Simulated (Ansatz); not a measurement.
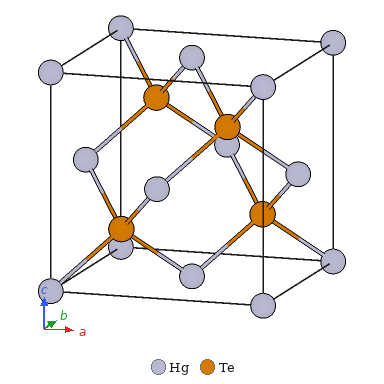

System: HgTe, space group F-43m (No. 216). The picture shows the conventional cell.

Structure:
```
Hg Te
1.0
     0.00000    3.22350    3.22350
     3.22350    0.00000    3.22350
     3.22350    3.22350    0.00000
Hg Te
1 1
Direct
  0.00000 0.00000 0.00000
  0.75000 0.75000 0.75000
```

Method: periodic Kohn-Sham DFT of a crystal at fixed atoms, scaled to the stated factor times the given cell; pressure positive in compression (Ansatz 0.2.0). Level: PBE, no spin-orbit coupling.

```tsv
setting	value
method	frozen-core PAW
relativity	scalar
k mesh	11×11×11
occupations	Fermi–Dirac
smearing width	0.03 eV
wave cutoff	420 eV
PAW set	soft_2
```

V(given) is 33.50 Å³/atom.

Predict the pressure against V/V(given). The V/V(given) takes the values 0.950, 0.975, 1.000, 1.025, 1.050.

The pressure falls from 7.189 GPa at V/V(given) 0.950 to 1.710 GPa at 1.050.

```
V/V(given)  pressure (GPa)
     0.950           7.189
     0.975           5.516
     1.000           4.064
     1.025           2.804
     1.050           1.710
```

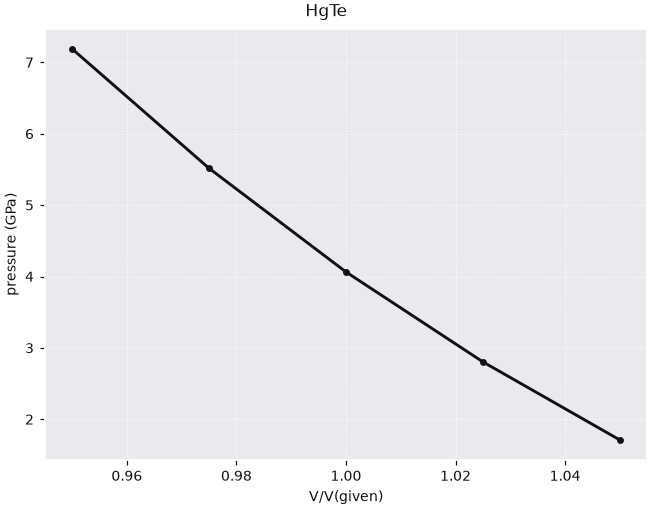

Caveats: no spin-orbit coupling on heavy atoms; the volumes run don't bracket the minimum of the energy, so any equilibrium value is extrapolated.
